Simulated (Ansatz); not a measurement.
TlCl, space group Pm-3m (No. 221), a = 3.834 Å, b = 3.834 Å, c = 3.834 Å, α = 90.00°, β = 90.00°, γ = 90.00°

```json
{"site": "Tl", "Wyckoff": "1a", "x": "0.0000", "y": "0.0000", "z": "0.0000"}
{"site": "Cl", "Wyckoff": "1b", "x": "0.5000", "y": "0.5000", "z": "0.5000"}
```

Origin: a calculation's input that goes back to an entry of the Crystallography Open Database (an earlier step may have relaxed or displaced it).

### Describe the coordination of Tl.

TlCl8: an essentially ideal cube (coordination number 8, S = 0.00; next best hexagonal bipyramid, S = 8.4). Bonds: 8 × Tl–Cl 3.32 Å. The next neighbour, not counted, lies at 3.83 Å.

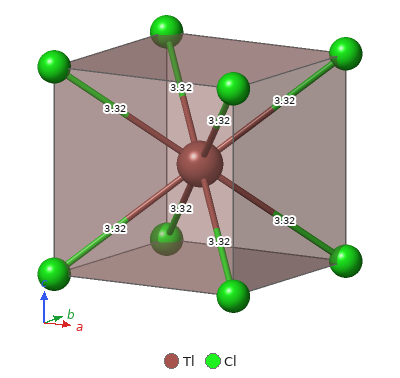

The polyhedron about Tl. Shape measures S are computed against regular polyhedra or, for capped shapes, the nearer of the equal-edge and equal-bond forms.
